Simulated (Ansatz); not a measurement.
**C: a changed input and its effect**

System: C (C2, 10 atoms in the cell).
Method of run 1: DFT LDA, scalar-relativistic, plane waves, PAW, no spin polarisation (Ansatz 0.2.0).

The structure derives from an entry of the Crystallography Open Database. Text and figures count atoms from 1; the logs count them from 0 in places.

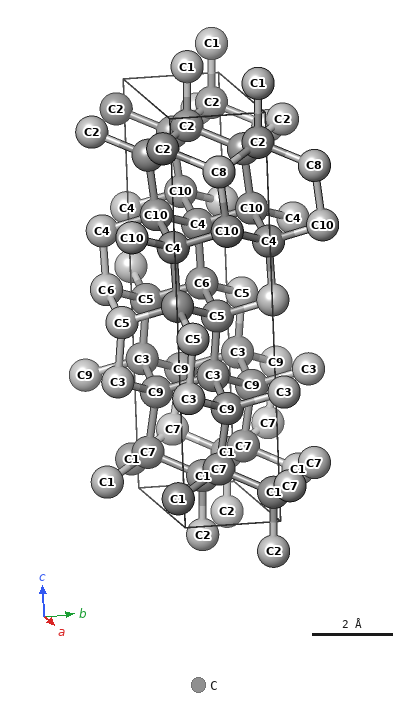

Figure 1. The structure as given in the input (ball-and-stick view of the cell 2 times as large as that of the calculation, set on its symmetry axes, seen slightly off an axis; neighbours outside the cell are drawn fainter; atoms are numbered from 1 in the order of the input). An atom can appear more than once, as a periodic image. Near neighbours in the periodic cell (some may lie outside the picture): C has 4 C at 1.50 to 1.57 Å.

### The input, run 1
```yaml
crystal:
  lattice:
    - [1.2456453758, 0.719173693, 10.2538776052]
    - [-1.2456453758, 0.719173693, 10.2538776052]
    - [0.0, -1.4383473861, 10.2538776052]
  atoms:
    - { symbol: C, position: [0.0985788033, -0.0489416983, 0.0248185525] }
    - { symbol: C, position: [1.0489416983, 0.9014211967, 0.9751814475] }
    - { symbol: C, position: [0.0723153959, 0.1450759037, 0.1086956498] }
    - { symbol: C, position: [0.8549240963, 0.9276846041, 0.8913043502] }
    - { symbol: C, position: [0.078085993, 0.2386453334, 0.1583656632] }
    - { symbol: C, position: [0.7613546666, 0.921914007, 0.8416343368] }
    - { symbol: C, position: [0.4394045257, 0.3103246281, 0.3748645769] }
    - { symbol: C, position: [0.6896753719, 0.5605954743, 0.6251354231] }
    - { symbol: C, position: [0.4036815934, 0.4469621444, 0.4253218689] }
    - { symbol: C, position: [0.5530378556, 0.5963184066, 0.5746781311] }
basis:
  ecutwfc: 420
kpoints:
  mp_grid: { grid: [12, 12, 12] }
hamiltonian:
  xc: lda
scf:
  occupations: { method: gaussian, width: 0.05 }
output:
  forces: true
  stress: true
  eigenvalues: true
```

Command:
```bash
ansatz run input.yaml --threads 2 --pin off --max-ram 5120MiB --backend cpu --events-out ev --progress --plain --runs-dir out
```

Hardware: 2 threads of Intel Xeon @ 2.50GHz (Skylake/Cascade Lake), 189 GiB of memory available, shared host.

### Output, shortened to warnings, some set-up lines, iterations and results (run 1)
```
Basis set: ecut = 420 eV, 1031 PW (Γ), FFT grids on a1−a3, a2−a3, a3
Symmetry: 2 space group operations
k-points: 476 of 1728 (time reversal used)
Initial density: superposition of atomic densities (neutral atoms: chi_scale 0, normalization atom), corrected by the library's trained network
[...]
SCF iter   1: F=—  HF=-2429.306840 eV  |F-HF|=—  |Δ(HF+E_count)|=         —  Δρ=8.22e-3  dr2=1.97e-2  ethr=1.77e-3  ⟨swp⟩=6.1  Hψ=68107  notcnv=0  defer=246
SCF iter   2: F=—  HF=-2429.301263 eV  |F-HF|=—  |Δ(HF+E_count)|=   5.58e-3  Δρ=3.81e-3  dr2=3.27e-3  ethr=4.93e-5  ⟨swp⟩=1.9  Hψ=25673  notcnv=0  defer=764
SCF iter   3: F=—  HF=-2429.300327 eV  |F-HF|=—  |Δ(HF+E_count)|=   9.35e-4  Δρ=7.03e-4  dr2=3.08e-4  ethr=8.18e-6  ⟨swp⟩=2.1  Hψ=20196  notcnv=0  defer=323
SCF iter   4: F=—  HF=-2429.300235 eV  |F-HF|=—  |Δ(HF+E_count)|=   9.25e-5  Δρ=9.47e-5  dr2=1.60e-6  ethr=7.70e-7  ⟨swp⟩=2.1  Hψ=18516  notcnv=0  defer=323
SCF iter   5: F=—  HF=-2429.300235 eV  |F-HF|=—  |Δ(HF+E_count)|=   1.58e-7  Δρ=1.75e-5  dr2=4.80e-8  ethr=4.01e-9  ⟨swp⟩=2.1  Hψ=22089  notcnv=0  defer=323
SCF iter   6: F=-2429.300235 eV  HF=-2429.300235 eV  |F-HF|=5.13e-10  |Δ(HF+E_count)|=   1.92e-9  Δρ=2.64e-6  dr2=1.59e-9  ethr=1.20e-10  ⟨swp⟩=5.9  Hψ=54182  notcnv=0
SCF 1 converged in 6 iterations: F = -2429.300235 eV  dr2 = 1.59e-9
SCF converged after 6 iterations
Free energy (F): -2429.300235 eV
Harris-Foulkes:  -2429.300235 eV  (|F-HF|=5.13e-10)
Internal energy: -2429.300235 eV  (E = F + TS)
E sigma→0 (E₀):  -2429.300235 eV
Fermi energy:    15.935516 eV
--- Per-component energies (eV) ---
  E_band       = 180.576137
  E_kinetic    = 931.755286
  E_local      = -610.814021  (includes V_loc(G=0)·N_el)
  E_nonlocal   = 278.929501
  E_hartree    = 130.940657
  E_xc         = -485.901302
  E_vxc        = -604.957867  (∫ρ·V_xc dr)
  E_paw        = -918.382645  (= ΣΔE_a)
  E_vpaw       = -76.218269  (= ΣTr[D̂ρ^β])
  E_aug_tail   = 0.000097  (compensation charges beyond the density's cutoff)
  E_ewald      = -1756.456133
  E_core_change = 0.628325  (= ΣΔE_core)
  E_smearing   = -0.000000  (= −TS)
  E_closure    = 0.000000  (closes the sum)
  Σ components = -2429.300235   (vs F -2429.300235, Δ=0.00e0)
--- Forces (eV/Å), atoms counted from 1 ---
  atom   1  C     -0.92334938     0.05098486     0.00964441
  atom   2  C     -0.92334938    -0.05098486    -0.00964441
  atom   3  C      0.45646928     0.09577478     0.07724352
  atom   4  C      0.45646928    -0.09577478    -0.07724352
  atom   5  C      0.99406751     0.01500470     0.02668518
  atom   6  C      0.99406751    -0.01500470    -0.02668518
  atom   7  C     -0.80221506    -0.08858193     0.01769902
  atom   8  C     -0.80221506     0.08858193    -0.01769902
  atom   9  C      0.27502601    -0.12097198    -0.10808256
  atom  10  C      0.27502601     0.12097198     0.10808256
  max |Σ_I F_I| component: 3.29e-6 eV/Å
--- Stress (GPa, compression-positive) ---
       -1.459512      -0.000000      -0.000000
       -0.000000       0.993315       0.751661
       -0.000000       0.751661       1.344562
  P = ⅓ Tr σ = 0.2928 GPa (2.928 kbar)
```

For run 2 the input was changed thus:
```diff
-    - { symbol: C, position: [0.0985788033, -0.0489416983, 0.0248185525] }
-    - { symbol: C, position: [1.0489416983, 0.9014211967, 0.9751814475] }
-    - { symbol: C, position: [0.0723153959, 0.1450759037, 0.1086956498] }
-    - { symbol: C, position: [0.8549240963, 0.9276846041, 0.8913043502] }
-    - { symbol: C, position: [0.078085993, 0.2386453334, 0.1583656632] }
-    - { symbol: C, position: [0.7613546666, 0.921914007, 0.8416343368] }
-    - { symbol: C, position: [0.4394045257, 0.3103246281, 0.3748645769] }
-    - { symbol: C, position: [0.6896753719, 0.5605954743, 0.6251354231] }
-    - { symbol: C, position: [0.4036815934, 0.4469621444, 0.4253218689] }
-    - { symbol: C, position: [0.5530378556, 0.5963184066, 0.5746781311] }
+    - { symbol: C, position: [0.0063784898, 0.0432586152, 0.0248185525] }
+    - { symbol: C, position: [0.9567413848, 0.9936215102, 0.9751814475] }
+    - { symbol: C, position: [0.1177907133, 0.0996005863, 0.1086956498] }
+    - { symbol: C, position: [0.9003994137, 0.8822092867, 0.8913043502] }
+    - { symbol: C, position: [0.1784355808, 0.1382957456, 0.1583656632] }
+    - { symbol: C, position: [0.8617042544, 0.8215644192, 0.8416343368] }
+    - { symbol: C, position: [0.3587295897, 0.3909995641, 0.3748645769] }
+    - { symbol: C, position: [0.6090004359, 0.6412704103, 0.6251354231] }
+    - { symbol: C, position: [0.4307319378, 0.4199118, 0.4253218689] }
+    - { symbol: C, position: [0.5800882, 0.5692680622, 0.5746781311] }
```

What does this change do to the results?

With the same functional and potentials, run 2 lies 52.0 meV per atom lower. The gap on the mesh goes from 4.42 to 4.53 eV. The pressure goes from 0.29 to 0.01 GPa. The largest force goes from 0.995 to 0.250 eV/Å. The number of SCF iterations is the same.

### Output, shortened to warnings, some set-up lines, iterations and results (run 2)
```
Basis set: ecut = 420 eV, 1031 PW (Γ), FFT grids on a1−a3, a2−a3, a3
Symmetry: 2 space group operations
k-points: 476 of 1728 (time reversal used)
Initial density: superposition of atomic densities (neutral atoms: chi_scale 0, normalization atom), corrected by the library's trained network
[...]
SCF iter   1: F=—  HF=-2429.826004 eV  |F-HF|=—  |Δ(HF+E_count)|=         —  Δρ=7.99e-3  dr2=1.86e-2  ethr=1.77e-3  ⟨swp⟩=6.1  Hψ=68216  notcnv=0  defer=207
SCF iter   2: F=—  HF=-2429.820795 eV  |F-HF|=—  |Δ(HF+E_count)|=   5.21e-3  Δρ=3.72e-3  dr2=3.12e-3  ethr=4.65e-5  ⟨swp⟩=1.8  Hψ=24624  notcnv=0  defer=739
SCF iter   3: F=—  HF=-2429.819903 eV  |F-HF|=—  |Δ(HF+E_count)|=   8.92e-4  Δρ=6.47e-4  dr2=2.83e-4  ethr=7.79e-6  ⟨swp⟩=2.2  Hψ=20667  notcnv=0  defer=311
SCF iter   4: F=—  HF=-2429.819818 eV  |F-HF|=—  |Δ(HF+E_count)|=   8.54e-5  Δρ=9.15e-5  dr2=1.58e-6  ethr=7.08e-7  ⟨swp⟩=2.0  Hψ=18467  notcnv=0  defer=311
SCF iter   5: F=—  HF=-2429.819817 eV  |F-HF|=—  |Δ(HF+E_count)|=   7.34e-7  Δρ=1.48e-5  dr2=3.82e-8  ethr=3.95e-9  ⟨swp⟩=2.1  Hψ=21982  notcnv=0  defer=311
SCF iter   6: F=-2429.819817 eV  HF=-2429.819817 eV  |F-HF|=2.09e-10  |Δ(HF+E_count)|=   1.18e-9  Δρ=3.26e-6  dr2=1.78e-9  ethr=9.55e-11  ⟨swp⟩=6.1  Hψ=54595  notcnv=0
SCF 1 converged in 6 iterations: F = -2429.819817 eV  dr2 = 1.78e-9
SCF converged after 6 iterations
Free energy (F): -2429.819817 eV
Harris-Foulkes:  -2429.819817 eV  (|F-HF|=2.09e-10)
Internal energy: -2429.819817 eV  (E = F + TS)
E sigma→0 (E₀):  -2429.819817 eV
Fermi energy:    15.961986 eV
--- Per-component energies (eV) ---
  E_band       = 179.826409
  E_kinetic    = 932.105364
  E_local      = -613.243418  (includes V_loc(G=0)·N_el)
  E_nonlocal   = 278.931141
  E_hartree    = 131.744895
  E_xc         = -486.037665
  E_vxc        = -605.136737  (∫ρ·V_xc dr)
  E_paw        = -918.466151  (= ΣΔE_a)
  E_vpaw       = -76.319846  (= ΣTr[D̂ρ^β])
  E_aug_tail   = 0.000096  (compensation charges beyond the density's cutoff)
  E_ewald      = -1755.482404
  E_core_change = 0.628325  (= ΣΔE_core)
  E_smearing   = -0.000000  (= −TS)
  E_closure    = 0.000000  (closes the sum)
  Σ components = -2429.819817   (vs F -2429.819817, Δ=0.00e0)
--- Forces (eV/Å), atoms counted from 1 ---
  atom   1  C      0.22985760     0.00328689    -0.00080948
  atom   2  C      0.22985760    -0.00328689     0.00080948
  atom   3  C     -0.11349731     0.00606669     0.00569957
  atom   4  C     -0.11349731    -0.00606669    -0.00569957
  atom   5  C     -0.25028440     0.00090467     0.00174982
  atom   6  C     -0.25028440    -0.00090467    -0.00174982
  atom   7  C      0.20160054    -0.00563163     0.00276725
  atom   8  C      0.20160054     0.00563163    -0.00276725
  atom   9  C     -0.06767651    -0.00763022    -0.00845366
  atom  10  C     -0.06767651     0.00763022     0.00845366
  max |Σ_I F_I| component: 1.62e-7 eV/Å
--- Stress (GPa, compression-positive) ---
       -0.100379      -0.000000      -0.000000
       -0.000000       0.056085       0.047078
       -0.000000       0.047078       0.077117
  P = ⅓ Tr σ = 0.0109 GPa (0.109 kbar)
```

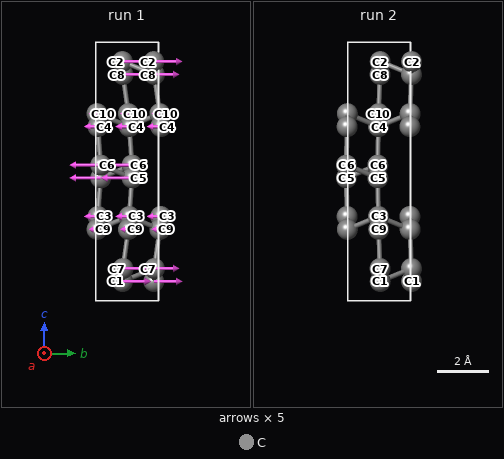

Figure 2. The two input geometries at one scale (ball-and-stick view of the cell 2 times as large as that of the calculation, set on its symmetry axes, along the a axis). The pink arrows on the first give the shifts of the atoms relative to the cell, with their mean removed, magnified 5 times. The largest moves, 0.25 Å, are those of C5 and C6. (The mean shift of all atoms is removed.) The lattice vectors keep their values. Among the contacts that change: C3–C9 1.558 → 1.520 Å, C1–C7 1.546 → 1.523 Å, C7–C9 1.567 → 1.553 Å.

### The two runs side by side

| quantity | run 1 | run 2 |
| --- | --- | --- |
| outcome | converged | converged |
| free energy per atom (eV) | −242.9300 | −242.9820 |
| gap on the mesh (eV) | 4.42 | 4.53 |
| pressure (GPa) | 0.29 | 0.01 |
| largest force (eV/Å) | 0.995 | 0.250 |
| SCF iterations | 6 | 6 |
| irreducible k-points | 476 | 476 |
| plane waves at Γ | 1031 | 1031 |
| wall time (shared host) | 52 s | 50 s |
